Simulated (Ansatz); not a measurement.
**ZrO$_{2}$: 8 runs along one coordinate**

System: ZrO$_{2}$ (Pmmn, 6 atoms in the cell).
Method: DFT r2SCAN, scalar-relativistic, plane waves, PAW, no spin polarisation (Ansatz 0.2.0).

The 8 runs differ only in the geometry, by a shift of atoms along one path in a fixed cell. The shift s is measured from run 5: O3 moves along the Cartesian direction (0.00, 0.00, 1.00), and Zr1, Zr2, O4, O5 and O6 with it in fixed proportion. The structure derives from an entry of the Crystallography Open Database.

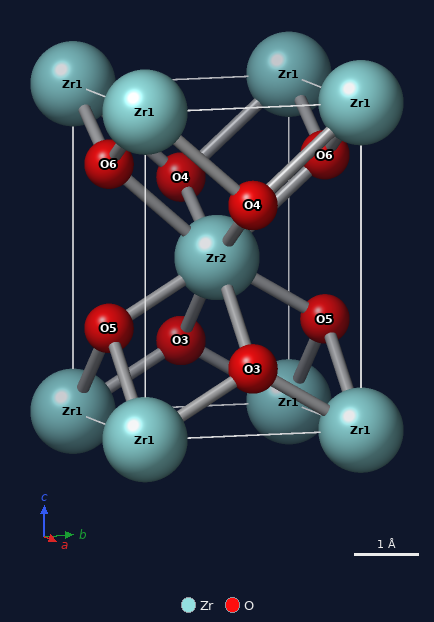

Figure 1. The structure of run 5 (ball-and-stick view of the cell of the calculation, seen slightly off an axis; atoms are numbered from 1 in the order of the input). An atom can appear more than once, as a periodic image.

### Input of run 5
```yaml
crystal:
  lattice:
    - [3.6014526624, 0.0, 0.0]
    - [0.0, 3.6014526624, 0.0]
    - [0.0, 0.0, 5.2281148285]
  atoms:
    - { symbol: Zr, position: [0.0, 0.0, 0.0009331447] }
    - { symbol: Zr, position: [0.5, 0.5, 0.4990668553] }
    - { symbol: O, position: [0.0, 0.5, 0.2025132537] }
    - { symbol: O, position: [0.0, 0.5, 0.7014515825] }
    - { symbol: O, position: [0.5, 0.0, 0.2974867463] }
    - { symbol: O, position: [0.5, 0.0, 0.7985484175] }
basis:
  ecutwfc: 500
kpoints:
  mp_grid: { grid: [6, 6, 6] }
hamiltonian:
  xc: r2scan
scf:
  occupations: { method: gaussian, width: 0.05 }
output:
  forces: true
  stress: true
  eigenvalues: true
```

Command:
```bash
ansatz run input.yaml --threads 2 --pin off --max-ram 5120MiB --backend cpu --events-out ev --progress --plain --runs-dir out
```

Run 6 differs from it as follows:
```diff
-    - { symbol: Zr, position: [0.0, 0.0, 0.0009331447] }
-    - { symbol: Zr, position: [0.5, 0.5, 0.4990668553] }
-    - { symbol: O, position: [0.0, 0.5, 0.2025132537] }
-    - { symbol: O, position: [0.0, 0.5, 0.7014515825] }
-    - { symbol: O, position: [0.5, 0.0, 0.2974867463] }
-    - { symbol: O, position: [0.5, 0.0, 0.7985484175] }
+    - { symbol: Zr, position: [0.0, 0.0, 0.0018662893] }
+    - { symbol: Zr, position: [0.5, 0.5, 0.4981337107] }
+    - { symbol: O, position: [0.0, 0.5, 0.2082514597] }
+    - { symbol: O, position: [0.0, 0.5, 0.7061281173] }
+    - { symbol: O, position: [0.5, 0.0, 0.2917485403] }
+    - { symbol: O, position: [0.5, 0.0, 0.7938718827] }
```

### Results, with one run withheld

| run | shift s of O3 (Å) | free energy per atom, from the lowest run given (meV) | pressure (GPa) | gap on the mesh (eV) | force along the path (eV/Å) |
| --- | --- | --- | --- | --- | --- |
| 1 | −0.1500 | 25.82 | 6.87 | 4.57 | 2.898 |
| 2 | −0.1200 | 13.41 | 4.90 | 4.58 | 2.077 |
| 3 | −0.0900 | 4.96 | 3.10 | 4.59 | 1.314 |
| 4 | −0.0600 | 0.15 | 1.46 | 4.61 | 0.619 |
| 5 | 0.0000 | 0.00 | −1.34 | 4.53 | −0.532 |
| 6 | 0.0300 | ? | ? | ? | ? |
| 7 | 0.0750 | 12.99 | −3.93 | 4.30 | −1.441 |
| 8 | 0.0900 | 16.73 | −4.34 | 4.25 | −1.546 |

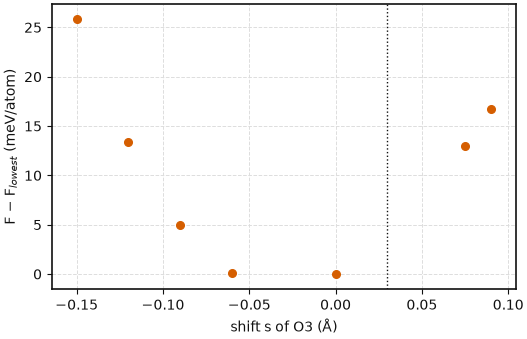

Figure 2. Free energy per atom of the runs given; the dotted line marks run 6.

Estimate the energy of run 6 from the others.

A cubic polynomial in the coordinate, fitted to the 7 runs given, misses them by at most 0.05 meV per atom. With x = s + 0.0364, it reads F = −1.2459 − 21.356 x + 1620.3 x² − 2562.3 x³ (meV per atom). At run 6 it gives 3.73 meV per atom, and the run itself gives 3.80. The slope of the fit gives a force −dF/ds of −0.960 eV/Å along the path (summed over the atoms that move), and the printed forces give −0.971 eV/Å. The fit has its minimum at s = −0.0297 Å. The gap on the mesh lies between 4.25 eV (run 8) and 4.61 eV (run 4); run 6 has 4.43 eV. These are gaps of this functional on this mesh, which can miss the band edges; they aren't the measured gap.

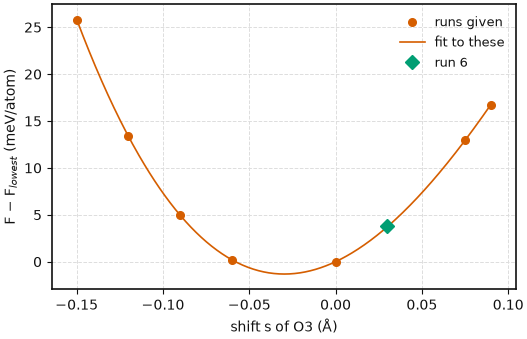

Figure 3. The fit and the withheld run.

### Output, shortened to warnings, some set-up lines, iterations and results (run 6)
```
Basis set: ecut = 500 eV, 1739 PW (Γ), exchange–correlation on 108×108×160 points (64 copies of the dense FFT grid, shifted against one another)
Symmetry: 8 space group operations
k-points: 64 of 216
Initial density: superposition of atomic densities (neutral atoms: chi_scale 0, normalization atom), corrected by the library's trained network
[...]
SCF iter   1: F=—  HF=-10676.142437 eV  |F-HF|=—  |Δ(HF+E_count)|=         —  Δρ=1.54e-2  dr2=1.92e-1  dr2_τ=3.73e-1  ethr=1.77e-3  ⟨swp⟩=5.6  Hψ=8020  notcnv=0
SCF iter   2: F=—  HF=-10676.265136 eV  |F-HF|=—  |Δ(HF+E_count)|=   1.23e-1  Δρ=6.63e-3  dr2=1.30e-2  dr2_τ=6.96e-3  ethr=4.01e-4  ⟨swp⟩=2.0  Hψ=3664  notcnv=0  defer=128
SCF iter   3: F=—  HF=-10676.264821 eV  |F-HF|=—  |Δ(HF+E_count)|=   3.15e-4  Δρ=2.79e-3  dr2=2.55e-3  dr2_τ=3.58e-4  ethr=2.70e-5  ⟨swp⟩=2.4  Hψ=3407  notcnv=0
SCF iter   4: F=—  HF=-10676.264849 eV  |F-HF|=—  |Δ(HF+E_count)|=   2.80e-5  Δρ=4.11e-4  dr2=5.12e-5  dr2_τ=1.22e-5  ethr=5.31e-6  ⟨swp⟩=2.0  Hψ=3093  notcnv=0
SCF iter   5: F=—  HF=-10676.264877 eV  |F-HF|=—  |Δ(HF+E_count)|=   2.74e-5  Δρ=1.64e-4  dr2=1.56e-5  dr2_τ=2.14e-6  ethr=1.07e-7  ⟨swp⟩=2.2  Hψ=3214  notcnv=0
SCF iter   6: F=—  HF=-10676.264874 eV  |F-HF|=—  |Δ(HF+E_count)|=   2.46e-6  Δρ=4.58e-5  dr2=1.09e-6  dr2_τ=1.30e-7  ethr=3.24e-8  ⟨swp⟩=2.0  Hψ=2715  notcnv=0
SCF iter   7: F=—  HF=-10676.264874 eV  |F-HF|=—  |Δ(HF+E_count)|=   2.31e-7  Δρ=2.48e-5  dr2=4.20e-7  dr2_τ=2.71e-8  ethr=2.08e-10  ⟨swp⟩=6.0  Hψ=8275  notcnv=0
SCF iter   8: F=-10676.264874 eV  HF=-10676.264874 eV  |F-HF|=6.01e-9  |Δ(HF+E_count)|=   8.28e-8  Δρ=4.11e-6  dr2=1.07e-8  dr2_τ=5.85e-10  ethr=2.08e-10  ⟨swp⟩=2.9  Hψ=6886  …
SCF 1 converged in 8 iterations: F = -10676.264874 eV  dr2 = 1.07e-8
SCF converged after 8 iterations
Free energy (F): -10676.264874 eV
Harris-Foulkes:  -10676.264874 eV  (|F-HF|=6.01e-9)
Internal energy: -10676.264874 eV  (E = F + TS)
E sigma→0 (E₀):  -10676.264874 eV
Fermi energy:    13.114027 eV
--- Per-component energies (eV) ---
  E_band       = -184.981887
  E_kinetic    = 1376.458809
  E_local      = -2342.404083  (includes V_loc(G=0)·N_el)
  E_nonlocal   = 339.005988
  E_hartree    = 773.743761
  E_xc         = -610.628960
  E_vxc        = -851.904580  (∫ρ·V_xc dr)
  E_paw        = -6578.933065  (= ΣΔE_a)
  E_vpaw       = -305.378336  (= ΣTr[D̂ρ^β])
  E_aug_tail   = 0.004061  (compensation charges beyond the density's cutoff)
  E_vtau       = 51.744994  (kinetic-family band-sum trace: ∫τ·v_τ [+ j·A + Jᵃ·Aᵃ] dr)
  E_ewald      = -3633.054140
  E_core_change = -0.457247  (= ΣΔE_core)
  E_smearing   = -0.000000  (= −TS)
  E_closure    = -0.000000  (closes the sum)
  Σ components = -10676.264874   (vs F -10676.264874, Δ=0.00e0)
--- Forces (eV/Å), atoms counted from 1 ---
  atom   1  Zr     0.00000000     0.00000000    -0.31537965
  atom   2  Zr     0.00000000     0.00000000     0.31537965
  atom   3  O      0.00000000     0.00000000    -0.27273995
  atom   4  O      0.00000000     0.00000000    -0.19831044
  atom   5  O      0.00000000     0.00000000     0.27273995
  atom   6  O      0.00000000     0.00000000     0.19831044
  max |Σ_I F_I| component: 0.00e0 eV/Å
--- Stress (GPa, compression-positive) ---
       -1.931029       0.000000       0.000000
        0.000000      -1.179823       0.000000
        0.000000       0.000000      -4.367358
  P = ⅓ Tr σ = -2.4927 GPa (-24.927 kbar)
```
